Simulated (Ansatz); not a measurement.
# CoSi2: 6 runs along one coordinate

System: CoSi2 (3 atoms in the cell).
Method: DFT PBE, scalar-relativistic, plane waves, PAW, no spin polarisation (Ansatz 0.2.0).

The 6 runs differ only in the geometry, by an even scaling of the cell at fixed fractional positions. The structure derives from an entry of the Crystallography Open Database.

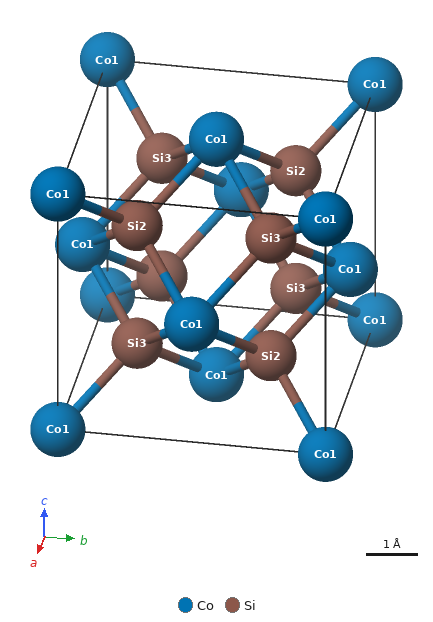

Figure 1. The structure of run 4 (ball-and-stick view of the cell 4 times as large as that of the calculation, set on its symmetry axes, seen at an oblique angle; atoms are numbered from 1 in the order of the input).

### Input of run 4
```yaml
crystal:
  lattice:
    - [0.0, 2.7064575405, 2.7064575405]
    - [2.7064575405, 0.0, 2.7064575405]
    - [2.7064575405, 2.7064575405, 0.0]
  atoms:
    - { symbol: Co, position: [0.0, 0.0, 0.0] }
    - { symbol: Si, position: [0.25, 0.25, 0.25] }
    - { symbol: Si, position: [0.75, 0.75, 0.75] }
basis:
  ecutwfc: 420
kpoints:
  mp_grid: { grid: [14, 14, 14] }
hamiltonian:
  xc: pbe
scf:
  occupations: { method: gaussian, width: 0.1 }
output:
  forces: true
  stress: true
  eigenvalues: true
```

Command:
```bash
ansatz run input.yaml --threads 1 --pin off --max-ram 2560MiB --backend cpu --events-out ev --progress --plain --runs-dir out
```

Run 5 differs from it as follows:
```diff
-    - [0.0, 2.7064575405, 2.7064575405]
-    - [2.7064575405, 0.0, 2.7064575405]
-    - [2.7064575405, 2.7064575405, 0.0]
+    - [0.0, 2.7324827672, 2.7324827672]
+    - [2.7324827672, 0.0, 2.7324827672]
+    - [2.7324827672, 2.7324827672, 0.0]
```

### Results, with one run withheld

| run | volume per atom (Å³) | free energy per atom, from the lowest run given (meV) | pressure (GPa) |
| --- | --- | --- | --- |
| 1 | 11.292 | 124.45 | 30.51 |
| 2 | 11.677 | 63.01 | 20.90 |
| 3 | 12.446 | 0.73 | 5.85 |
| 4 | 13.216 | 0.00 | −4.95 |
| 5 | 13.601 | ? | ? |
| 6 | 14.115 | 53.74 | −13.54 |

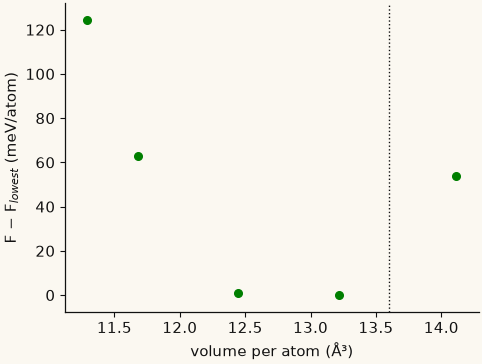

Figure 2. Free energy per atom of the runs given; the dotted line marks run 5.

Estimate the energy of run 5 from the others.

A cubic polynomial in V^(−2/3) (the Birch–Murnaghan form), fitted to the 5 runs given, misses them by at most 0.06 meV per atom. With x = V^(−2/3) − 0.18586 Å⁻², it reads F = −0.39951 + 3329.8 x + 4.9069e+05 x² + 7.3492e+05 x³ (meV per atom). At run 5 it gives 16.93 meV per atom, and the run itself gives 17.04. The slope of the fit gives a pressure −dF/dV of −9.09 GPa there, and the run prints −9.12 GPa. The fit has its minimum at 12.833 Å³ per atom, where V d²F/dV² gives 178 GPa: the bulk modulus at this level, since symmetry fixes the shape and the positions.

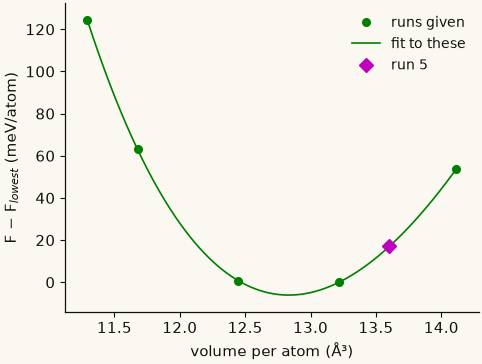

Figure 3. The fit and the withheld run.

### Output, shortened to warnings, some set-up lines, iterations and results (run 5)
```
Basis set: ecut = 420 eV, 821 PW (Γ), exchange–correlation on 54×54×54 points (8 copies of the dense FFT grid, shifted against one another)
Symmetry: 48 space group operations
k-points: 104 of 2744
Initial density: superposition of atomic densities (neutral atoms: chi_scale 0, normalization atom), corrected by the library's trained network
[...]
SCF iter   1: F=—  HF=-6399.108170 eV  |F-HF|=—  |Δ(HF+E_count)|=         —  Δρ=3.74e-3  dr2=5.04e-3  ethr=1.77e-3  ⟨swp⟩=5.1  Hψ=9074  notcnv=0
SCF iter   2: F=—  HF=-6399.108464 eV  |F-HF|=—  |Δ(HF+E_count)|=   2.93e-4  Δρ=2.34e-3  dr2=2.43e-3  ethr=2.02e-5  ⟨swp⟩=1.8  Hψ=2813  notcnv=0
SCF iter   3: F=—  HF=-6399.108624 eV  |F-HF|=—  |Δ(HF+E_count)|=   1.60e-4  Δρ=1.39e-3  dr2=4.81e-4  ethr=9.73e-6  ⟨swp⟩=2.4  Hψ=2462  notcnv=0
SCF iter   4: F=—  HF=-6399.108612 eV  |F-HF|=—  |Δ(HF+E_count)|=   1.17e-5  Δρ=2.26e-4  dr2=3.69e-5  ethr=1.92e-6  ⟨swp⟩=2.3  Hψ=2101  notcnv=0
SCF iter   5: F=—  HF=-6399.108632 eV  |F-HF|=—  |Δ(HF+E_count)|=   1.99e-5  Δρ=9.16e-5  dr2=5.76e-6  ethr=1.48e-7  ⟨swp⟩=2.6  Hψ=2568  notcnv=0
SCF iter   6: F=—  HF=-6399.108636 eV  |F-HF|=—  |Δ(HF+E_count)|=   3.23e-6  Δρ=1.31e-4  dr2=5.33e-6  ethr=2.30e-8  ⟨swp⟩=2.0  Hψ=2597  notcnv=0
SCF iter   7: F=-6399.108636 eV  HF=-6399.108636 eV  |F-HF|=4.38e-8  |Δ(HF+E_count)|=   3.54e-7  Δρ=1.52e-5  dr2=5.54e-8  ethr=4.00e-10  ⟨swp⟩=4.8  Hψ=8064  notcnv=0
SCF 1 converged in 7 iterations: F = -6399.108636 eV  dr2 = 5.54e-8
SCF converged after 7 iterations
Free energy (F): -6399.108636 eV
Harris-Foulkes:  -6399.108636 eV  (|F-HF|=4.38e-8)
Internal energy: -6399.103181 eV  (E = F + TS)
E sigma→0 (E₀):  -6399.105909 eV
Entropy (-TS):   -0.005455 eV (-1.818 meV/atom)
Fermi energy:    11.940197 eV
--- Per-component energies (eV) ---
  E_band       = -304.028110
  E_kinetic    = 542.611025
  E_local      = -4164.612257  (includes V_loc(G=0)·N_el)
  E_nonlocal   = 500.753128
  E_hartree    = 1807.443984
  E_xc         = -272.244739
  E_vxc        = -302.777364  (∫ρ·V_xc dr)
  E_paw        = -2540.796058  (= ΣΔE_a)
  E_vpaw       = -494.906588  (= ΣTr[D̂ρ^β])
  E_aug_tail   = 0.000048  (compensation charges beyond the density's cutoff)
  E_ewald      = -2272.258311
  E_smearing   = -0.005455  (= −TS)
  E_closure    = 0.000000  (closes the sum)
  Σ components = -6399.108636   (vs F -6399.108636, Δ=0.00e0)
--- Forces (eV/Å), atoms counted from 1 ---
  atom   1  Co    -0.00000000     0.00000000    -0.00000000
  atom   2  Si    -0.00000000     0.00000000    -0.00000000
  atom   3  Si    -0.00000000    -0.00000000    -0.00000000
  max |Σ_I F_I| component: 7.40e-17 eV/Å
--- Stress (GPa, compression-positive) ---
       -9.122987       0.000000       0.000000
        0.000000      -9.122987      -0.000000
       -0.000000       0.000000      -9.122987
  P = ⅓ Tr σ = -9.1230 GPa (-91.230 kbar)
```

Notes: The run has no spin polarisation, so a magnetic state may lie lower.
